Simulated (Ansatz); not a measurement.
# Tl: 7 runs along one coordinate

System: Tl (Im-3m, 1 atom in the cell).
Method: Kohn-Sham DFT of a periodic cell, PBE, all-electron LAPW, scalar-relativistic, no spin polarisation (Ansatz 0.2.0).

The 7 runs differ only in the geometry, by an even scaling of the cell at fixed fractional positions. The structure derives from a Materials Project entry.

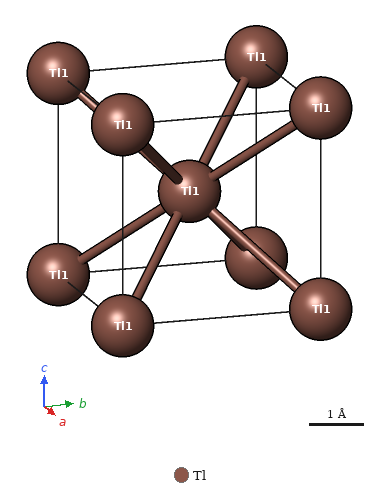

Figure 1. The structure of run 4 (ball-and-stick view of the cell 2 times as large as that of the calculation, set on its symmetry axes, seen slightly off an axis; atoms are numbered from 1 in the order of the input).

**Input of run 4**
```yaml
crystal:
  lattice:
    - [-1.9559951735, 1.9559951735, 1.9559951735]
    - [1.9559951735, -1.9559951735, 1.9559951735]
    - [1.9559951735, 1.9559951735, -1.9559951735]
  atoms:
    - { symbol: Tl, position: [0.0, 0.0, 0.0] }
kpoints:
  mp_grid: { grid: [10, 10, 10] }
scf:
  occupations: { method: fermi_dirac, width: 0.05 }
hamiltonian:
  xc: pbe
  pseudopotentials: { kind: all_electron, lapw: { basis_error: 0.0005 } }
output:
  forces: true
  stress: true
  eigenvalues: true
```

Command:
```bash
ansatz run input.yaml --threads 1 --pin off --max-ram 2560MiB --backend cpu --events-out ev --progress --plain --runs-dir out
```

Lattice vectors (Å) and fractional positions of run 4:
```
  -1.955995    1.955995    1.955995
   1.955995   -1.955995    1.955995
   1.955995    1.955995   -1.955995
Tl  0.000000  0.000000  0.000000
```

Run 5 differs from it as follows:
```diff
-    - [-1.9559951735, 1.9559951735, 1.9559951735]
-    - [1.9559951735, -1.9559951735, 1.9559951735]
-    - [1.9559951735, 1.9559951735, -1.9559951735]
+    - [-1.9689491614, 1.9689491614, 1.9689491614]
+    - [1.9689491614, -1.9689491614, 1.9689491614]
+    - [1.9689491614, 1.9689491614, -1.9689491614]
```

**Results, with one run withheld**

| run | volume per atom (Å³) | free energy per atom, from the lowest run given (meV) | pressure (GPa) |
| --- | --- | --- | --- |
| 1 | 28.138 | 33.88 | 3.85 |
| 2 | 28.737 | 21.26 | 2.92 |
| 3 | 29.335 | 11.92 | 2.10 |
| 4 | 29.934 | 5.48 | 1.37 |
| 5 | 30.533 | ? | ? |
| 6 | 31.131 | 0.00 | 0.15 |
| 7 | 31.730 | 0.40 | −0.36 |

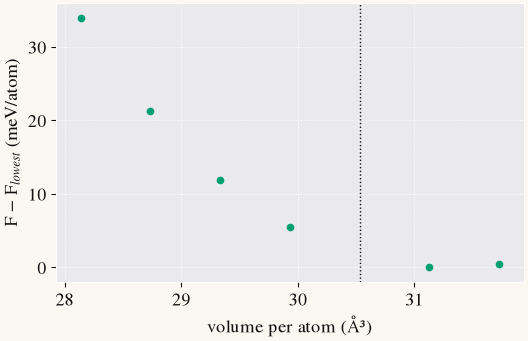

Figure 2. Free energy per atom of the runs given; the dotted line marks run 5.

Estimate the energy of run 5 from the others.

A cubic polynomial in V^(−2/3) (the Birch–Murnaghan form), fitted to the 6 runs given, misses them by under 0.01 meV per atom. With x = V^(−2/3) − 0.10406 Å⁻², it reads F = 6.7798 + 4110.3 x + 6.2945e+05 x² + 4.1239e+06 x³ (meV per atom). At run 5 it gives 1.60 meV per atom, and the run itself gives 1.61. The slope of the fit gives a pressure −dF/dV of 0.72 GPa there, and the run prints 0.72 GPa. The fit has its minimum at 31.302 Å³ per atom, where V d²F/dV² gives 27.1 GPa: the bulk modulus at this level, since symmetry fixes the shape and the positions.

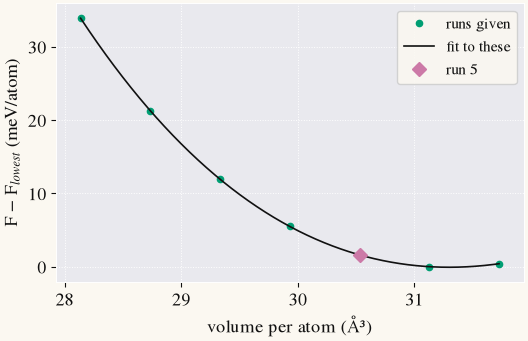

Figure 3. The fit and the withheld run.

**Output, shortened to warnings, some set-up lines, iterations and results (run 5)**
```
Basis set: ecut = 179.98130778012137 eV, 177 PW (Γ), exchange–correlation at level 2
Symmetry: 48 space group operations
k-points: 47 of 1000
Initial density: superposition of atomic densities (chi_scale 0.1, normalization cell)
[...]
SCF iter   1: F=—  HF=-550776.248317 eV  |F-HF|=—  |Δ(HF+E_count)|=         —  Δρ=3.83e-3  dr2=3.71e-3  ethr=1.05e-5  ⟨swp⟩=3.8  Hψ=6955  notcnv=0
SCF iter   2: F=—  HF=-550776.226439 eV  |F-HF|=—  |Δ(HF+E_count)|=   2.19e-2  Δρ=1.28e-3  dr2=3.58e-4  ethr=1.02e-6  ⟨swp⟩=2.0  Hψ=5139  notcnv=0
SCF iter   3: F=—  HF=-550776.225321 eV  |F-HF|=—  |Δ(HF+E_count)|=   1.12e-3  Δρ=7.06e-4  dr2=1.08e-4  ethr=1.02e-6  ⟨swp⟩=2.0  Hψ=3035  notcnv=0
SCF iter   4: F=—  HF=-550776.225261 eV  |F-HF|=—  |Δ(HF+E_count)|=   5.91e-5  Δρ=1.48e-4  dr2=4.11e-6  ethr=3.10e-7  ⟨swp⟩=2.9  Hψ=3084  notcnv=0
SCF iter   5: F=—  HF=-550776.225269 eV  |F-HF|=—  |Δ(HF+E_count)|=   7.32e-6  Δρ=2.75e-5  dr2=1.37e-7  ethr=1.18e-8  ⟨swp⟩=3.0  Hψ=3108  notcnv=0
SCF iter   6: F=-550776.225269 eV  HF=-550776.225269 eV  |F-HF|=1.05e-9  |Δ(HF+E_count)|=   4.68e-7  Δρ=1.03e-6  dr2=1.98e-10  ethr=3.92e-10  ⟨swp⟩=3.0  Hψ=3109  notcnv=0
SCF 1 converged in 6 iterations: F = -550776.225269 eV  dr2 = 1.98e-10
SCF converged after 6 iterations
Free energy (F): -550776.225269 eV
Harris-Foulkes:  -550776.225269 eV  (|F-HF|=1.05e-9)
Internal energy: -550776.222552 eV  (E = F + TS)
E sigma→0 (E₀):  -550776.223911 eV
Entropy (-TS):   -0.002717 eV (-2.717 meV/atom)
Fermi energy:    14.356422 eV
--- Per-component energies (eV) ---
  E_band       = -1846.167750
  E_kinetic    = 632544.162133
  E_xc         = -10357.018665
  E_electrostatic = -1172963.366020  (all electrons and nuclei)
  E_smearing   = -0.002717  (= −TS)
  E_closure    = 0.000000  (closes the sum)
  E_atoms      = -550774.001859  (free atoms, spherical and without spin; not in F)
  Σ components = -550776.225269   (vs F -550776.225269, Δ=0.00e0)
  Basis errors (estimates in eV, not in F): energy 1.2e-4 per atom: plane waves 1.2e-4 (6.2e-5 summed), levels above the bands 1.1e-104, relativity 1.8e-8, radial functions 1.8e-6, core shells 6.4e-9; eigenvalues (radial functions only) 3.8e-5; not estimated: angular momenta, meshes, grids; target …
--- Forces (eV/Å), atoms counted from 1 ---
  atom   1  Tl     0.00000000    -0.00000000    -0.00000000
  max |Σ_I F_I| component: 5.75e-32 eV/Å
--- Stress (GPa, compression-positive) ---
        0.722348       0.000000      -0.000000
        0.000000       0.722348      -0.000000
       -0.000000      -0.000000       0.722348
  P = ⅓ Tr σ = 0.7223 GPa (7.223 kbar)
```

Notes: Spin–orbit coupling is left out, which matters for Tl.
